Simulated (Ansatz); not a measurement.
NaF: field-gradient calculation

- system: NaF (I4mm, 2 atoms in the cell)
- method: DFT, PBE, PAW with Ansatz's default frozen-core files, scalar-relativistic, no spin polarisation (Ansatz 0.2.0)

The structure derives from an entry of the Crystallography Open Database. It belongs to a series of runs on one base structure; here: atom 2 (F) moved by [0.08, 0.0, 0.0] Å, PAW files. Figures and captions count atoms from 1; the log counts them from 0 in places.

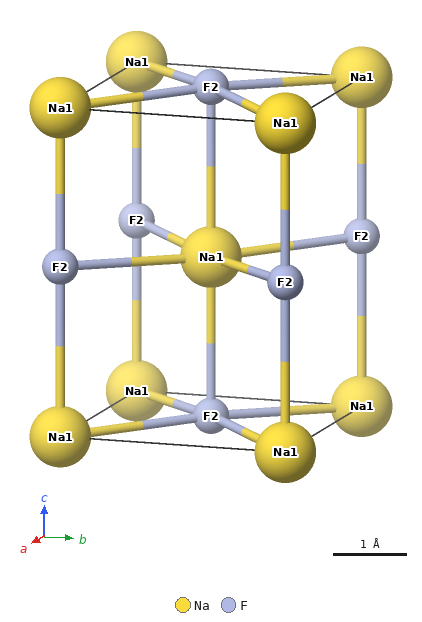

The structure (ball-and-stick view of the cell 2 times as large as that of the calculation, set on its symmetry axes, seen slightly off an axis; atoms are numbered from 1 in the order of the input). Near neighbours in the crystal (not all of them lie inside the picture): Na has 6 F at 2.24 to 2.40 Å; F has 6 Na at 2.24 to 2.40 Å.

## Input file
```yaml
crystal:
  lattice:
    - [0.0, 2.3233, 2.3233]
    - [2.3233, 0.0, 2.3233]
    - [2.3233, 2.3233, 0.0]
  atoms:
    - { symbol: Na, position: [0.0, 0.0, 0.0] }
    - { symbol: F, position: [0.4827831102, 0.5172168898, 0.5172168898] }
kpoints:
  mp_grid: { grid: [10, 10, 10] }
scf:
  occupations: { method: fermi_dirac, width: 0.02 }
hamiltonian:
  xc: pbe
  pseudopotentials: { kind: paw }
output:
  forces: true
  stress: true
  eigenvalues: true
  efg: { contact_densities: true }
  write_density: true
  write_potential: true
  elf: true
  volumetric_format: npy
```

Run on 1 thread of an x86-64 CPU, shared host.

Command:
```bash
ansatz run input.yaml --threads 1 --pin off --max-ram 2048MiB --backend cpu --events-out ev --progress --plain --runs-dir out
```

## Output
```
Engine: ansatz 0.2.0, x86_64-unknown-linux-gnu
Pseudopotentials: kind: paw
Pseudopotential: Na, paw, valence charge 9, recommended cutoff 420 eV (normal), Na.paw.azcp
Pseudopotential: F, paw, valence charge 7, recommended cutoff 420 eV (normal), F.paw.azcp
Functional definition: PBE
  parameter kappa = 0.804
  parameter beta = 0.06672455060314922
  exchange = pbe_x(kappa = kappa, mu = beta*pi^2/3)
  correlation = pbe_c(beta = beta)
Crystal: 2 atoms, lattice volume = 25.081 Å³
Basis set: ecut = 420 eV, 531 PW (Γ), exchange–correlation on 48×48×48 points (8 copies of the dense FFT grid, shifted against one another)
Bands: 12, of which v1, the nominal top of the filled ones, is band 8 counted from 1 (7 counted from 0)
Symmetry: 8 space group operations
Space group: I4mm (ITA 107), of the structure as read, at distance tolerance 2.9e-5 Å
k-points: 102 of 1000 (time reversal used)
Non-local potential: Na, projectors of the file, l = 0: 3, l = 1: 2, l = 2: 1
Non-local potential: F, projectors of the file, l = 0: 2, l = 1: 2, l = 2: 1
PAW form: soft (Blöchl's): semilocal exchange-correlation on the pseudo side does not see the compensation charge
PAW one-centre angular grid: Na, 110 points (default); XC on 64 Gauss nodes
PAW one-centre angular grid: F, 110 points (default); XC on 64 Gauss nodes
Initial density: superposition of atomic densities (neutral atoms: chi_scale 0, normalization atom), corrected by the library's trained network
Initial wavefunctions: pseudopotential atomic-orbital guess
Functional: x = pbe(κ = 0.804, μ = 0.2195149727645171), c = pbe(β = 0.06672455060314922)
SCF iter   1: F=—  HF=-2297.419519 eV  |F-HF|=—  |Δ(HF+E_count)|=         —  Δρ=7.56e-4  dr2=9.40e-5  ethr=1.77e-3  ⟨swp⟩=6.0  Hψ=6951  notcnv=0
preconditioner: auto → none  [insulator: Δε(μ)=6.268 eV  Ē_g=26.336 eV  σ=0.020 eV  W_gap=1.00  n_scr=8 (ndim 8)  ℏωp=27.7 eV  f_vac=0.122  D(μ)=0.00/eV (n_scr^D=0)  ε∞_Penn≈2.1]
SCF iter   2: F=—  HF=-2297.419199 eV  |F-HF|=—  |Δ(HF+E_count)|=   3.19e-4  Δρ=1.02e-3  dr2=1.47e-4  ethr=5.87e-7  ⟨swp⟩=2.3  Hψ=3048  notcnv=0
SCF iter   3: F=—  HF=-2297.419172 eV  |F-HF|=—  |Δ(HF+E_count)|=   2.71e-5  Δρ=3.30e-4  dr2=1.28e-5  ethr=5.87e-7  ⟨swp⟩=2.0  Hψ=1498  notcnv=0
SCF iter   4: F=—  HF=-2297.419187 eV  |F-HF|=—  |Δ(HF+E_count)|=   1.51e-5  Δρ=4.00e-5  dr2=1.34e-7  ethr=8.03e-8  ⟨swp⟩=2.3  Hψ=1685  notcnv=0
SCF iter   5: F=—  HF=-2297.419189 eV  |F-HF|=—  |Δ(HF+E_count)|=   1.30e-6  Δρ=4.22e-5  dr2=3.06e-7  ethr=8.35e-10  ⟨swp⟩=2.0  Hψ=1957  notcnv=0
SCF iter   6: F=-2297.419188 eV  HF=-2297.419189 eV  |F-HF|=3.15e-8  |Δ(HF+E_count)|=   8.15e-8  Δρ=1.41e-5  dr2=3.49e-8  ethr=6.25e-10  ⟨swp⟩=5.0  Hψ=6192  notcnv=0
SCF 1 converged in 6 iterations: F = -2297.419188 eV  dr2 = 3.49e-8
  greatest PAW one-centre occupation: 0.999 electrons in one spin orbital (limit 2), on the Na atom at site 0 (counted from 0), in its partial waves of l = 0
```

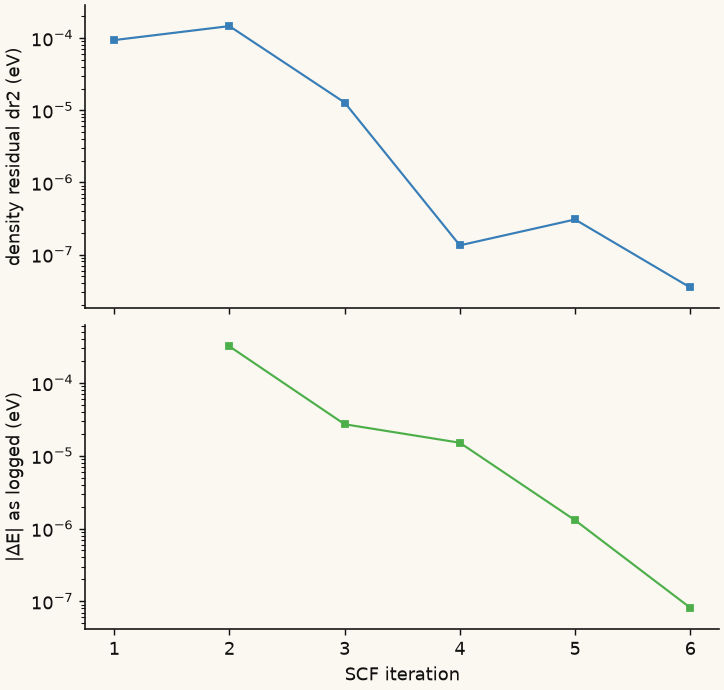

Convergence of the self-consistent field: density residual dr2 and size of the energy change against the SCF iteration. The residual comes down, with one marked jump up, by a factor of about 2.5, at step 5.

```
SCF converged after 6 iterations
Free energy (F): -2297.419188 eV
Harris-Foulkes:  -2297.419189 eV  (|F-HF|=3.15e-8)
Internal energy: -2297.419188 eV  (E = F + TS)
E sigma→0 (E₀):  -2297.419188 eV
Fermi energy:    4.117049 eV
--- Per-component energies (eV) ---
  E_band       = -234.530827
  E_kinetic    = 329.205835
  E_local      = -1698.805020  (includes V_loc(G=0)·N_el)
  E_nonlocal   = 188.699351
  E_hartree    = 603.114897
  E_xc         = -120.191554
  E_vxc        = -154.172165  (∫ρ·V_xc dr)
  E_paw        = -463.636749  (= ΣΔE_a)
  E_vpaw       = -105.684706  (= ΣTr[D̂ρ^β])
  E_aug_tail   = 0.002011  (compensation charges beyond the density's cutoff)
  E_ewald      = -1135.807959
  E_smearing   = -0.000000  (= −TS)
  E_closure    = 0.000000  (closes the sum)
  Σ components = -2297.419188   (vs F -2297.419188, Δ=0.00e0)
--- Forces (eV/Å), atoms counted from 1 ---
  atom   1  Na     0.18849222     0.00000000     0.00000000
  atom   2  F     -0.18849977    -0.00000000     0.00000000
  max |Σ_I F_I| component: 7.55e-6 eV/Å
--- Stress (GPa, compression-positive) ---
        2.360309       0.000000       0.000000
        0.000000       1.649233       0.000000
        0.000000       0.000000       1.649233
  P = ⅓ Tr σ = 1.8863 GPa (18.863 kbar)
--- PAW observables at the nuclei: V_zz in 10²¹ V/m², potentials from the cell's mean, atoms counted from 1 ---
  atom   1  Na V_zz =    -0.063855   η = 0.0000   by run symmetry: allowed
            electrostatic potential = -976.638975 V   contact ρ = 5904.332531 e/Å³
  atom   2  F  V_zz =    -0.059223   η = 0.0000   by run symmetry: allowed
            electrostatic potential = -735.348347 V   contact ρ = 3126.166400 e/Å³
--- Band table (eV; the first three rows and the last of 102) ---
  k-point 0: bands = ["-46.1394", "-18.2152", "-18.0047", "-18.0047", "-17.9788", "0.9563", "0.9567", "0.9567", "7.2293", "19.8966", "19.9065", "19.9065"]
  k-point 1: bands = ["-46.1382", "-18.3617", "-18.0065", "-18.0058", "-17.8197", "0.7637", "0.9329", "0.9330", "7.5839", "18.6201", "20.0513", "20.0576"]
  k-point 2: bands = ["-46.1350", "-18.5545", "-18.0095", "-18.0088", "-17.5956", "0.3194", "0.8710", "0.8712", "8.4992", "16.8601", "20.4263", "20.4340"]
  k-point 101: bands = ["-46.1228", "-18.4360", "-18.1111", "-18.0850", "-17.5424", "-0.0321", "0.2306", "0.4129", "14.1085", "14.1730", "15.7418", "18.1869"]
```

## File rho_z.tsv
```
# z_ang	rho[e/angstrom^3]
# format = ansatz-planar-average/11
# lattice	0.000000000	2.323300000	2.323300000
# lattice	2.323300000	0.000000000	2.323300000
# lattice	2.323300000	2.323300000	0.000000000
# sites	2
# site	11	0.000000000	0.000000000	0.000000000
# site	9	2.403300000	2.323300000	2.323300000
0.000000	1.231637e0
0.136902	1.147276e0
0.273804	9.262206e-1
0.410705	6.442019e-1
0.547607	3.946554e-1
0.684509	2.449378e-1
0.821411	2.034981e-1
0.958312	2.406428e-1
1.095214	3.381990e-1
1.232116	4.936672e-1
1.369018	6.848168e-1
1.505919	8.592641e-1
1.642821	9.592475e-1
1.779723	9.499657e-1
1.916625	8.348125e-1
2.053526	6.549191e-1
2.190428	4.706573e-1
2.327330	3.308543e-1
2.464232	2.603341e-1
2.601134	2.809070e-1
2.738035	4.170392e-1
2.874937	6.577118e-1
3.011839	9.340619e-1
3.148741	1.150831e0
```

## File v_z.tsv
```
# z_ang	v_es[eV]	v_tot[eV]
# format = ansatz-planar-average/11
# xc	pbe
# density_cutoff_ev	1680
# datasets	Na=:simpson_from_first_knot:soft	F=:simpson_from_first_knot:soft
# lattice	0.000000000	2.323300000	2.323300000
# lattice	2.323300000	0.000000000	2.323300000
# lattice	2.323300000	2.323300000	0.000000000
# sites	2
# site	11	0.000000000	0.000000000	0.000000000
# site	9	2.403300000	2.323300000	2.323300000
0.000000	-2.277640e0	-1.050354e1
0.136902	-1.876166e0	-1.004286e1
0.273804	-7.407190e-1	-8.827886e0
0.410705	8.918895e-1	-7.102556e0
0.547607	2.645100e0	-5.260292e0
0.684509	4.196748e0	-3.649249e0
0.821411	5.192873e0	-2.696106e0
0.958312	5.140729e0	-2.988490e0
1.095214	4.374867e0	-4.170082e0
1.232116	3.455474e0	-5.539606e0
1.369018	2.598057e0	-6.788272e0
1.505919	1.965634e0	-7.729306e0
1.642821	1.656563e0	-8.211184e0
1.779723	1.642575e0	-8.217279e0
1.916625	1.930453e0	-7.770238e0
2.053526	2.529757e0	-6.903634e0
2.190428	3.318231e0	-5.762137e0
2.327330	4.111408e0	-4.596136e0
2.464232	4.594060e0	-3.834836e0
2.601134	4.131789e0	-4.171211e0
2.738035	2.660030e0	-5.619911e0
2.874937	9.078489e-1	-7.373904e0
3.011839	-7.117742e-1	-8.989916e0
3.148741	-1.858747e0	-1.012133e1
```

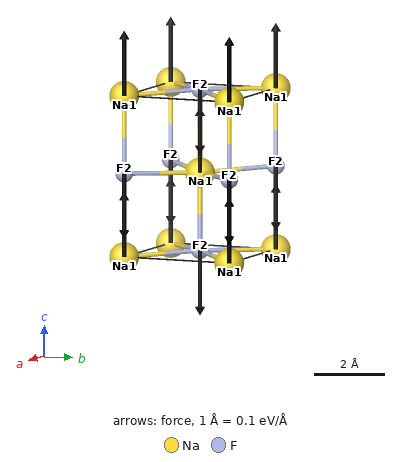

Forces on the atoms as black arrows (ball-and-stick view of the cell 2 times as large as that of the calculation, set on its symmetry axes, seen slightly off an axis; atoms are numbered from 1 in the order of the input). The largest act on F2 (0.19 eV/Å); Na1 (0.19 eV/Å). The geometry is not a stationary point of this energy.

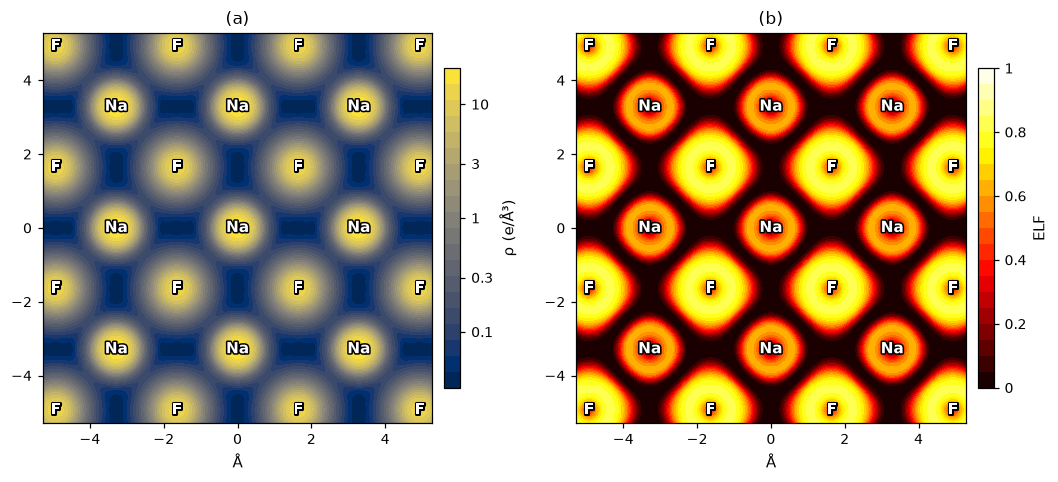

(a) valence charge density (pseudo); (b) electron localisation function on the (001) plane of the conventional cell. The plane passes through Na and F nuclei. Na–F (2.32 Å): ρ at the midpoint is about 0.15 e/Å³; the ELF is about 0.05 at the midpoint, as expected for two separate closed shells. Away from the nuclei the density in this plane falls to 0.03 e/Å³ at its lowest. The strong features right at Na lie inside the PAW spheres (semicore, d or f shells) and say nothing about bonding. Core electrons are frozen (PAW), so the fields are smoothed inside the atomic spheres.

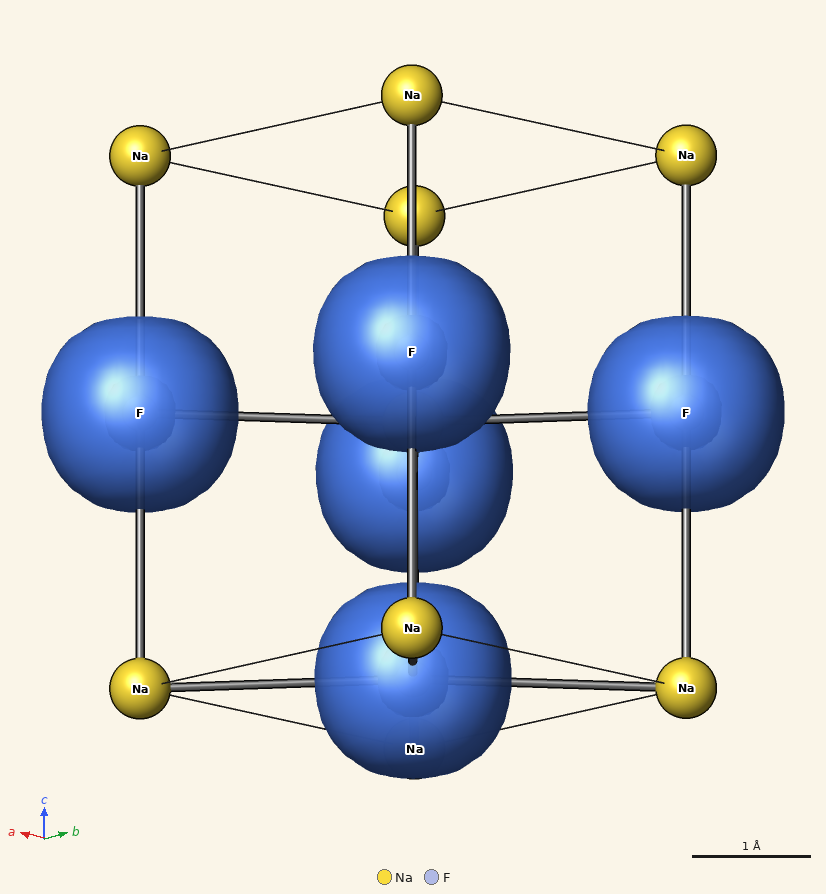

Isosurface of the electron localisation function at 0.7 (blue), seen at an oblique angle. Only the valence region is drawn (cores and ρ < 0.01 e/Å³ removed). Sticks mark near contacts. The outline is the cell set on symmetry axes. Values along the shortest contacts: Na–F (2.24 Å): the ELF is about 0.05 at the midpoint, which marks ionic bonding with no shared pair. Na–F (2.32 Å): the ELF is about 0.05 at the midpoint (two separate closed shells).

## Results in brief

| quantity | value |
| --- | --- |
| outcome | converged |
| space group (tolerance 0.01 Å) | I4mm (107) |
| electrons treated | 16 |
| free energy | −2297.4192 eV |
| Fermi energy | 4.117 eV |
| gap on the k-point mesh | 6.27 eV |
| pressure | 1.89 GPa |
| field gradient V_zz (10²¹ V/m²) | Na −0.0639, F −0.0592 |
| largest force (length of the vector) | 0.188 eV/Å |
| wall time | 2.4 s |
| peak memory | 0.4 GiB |
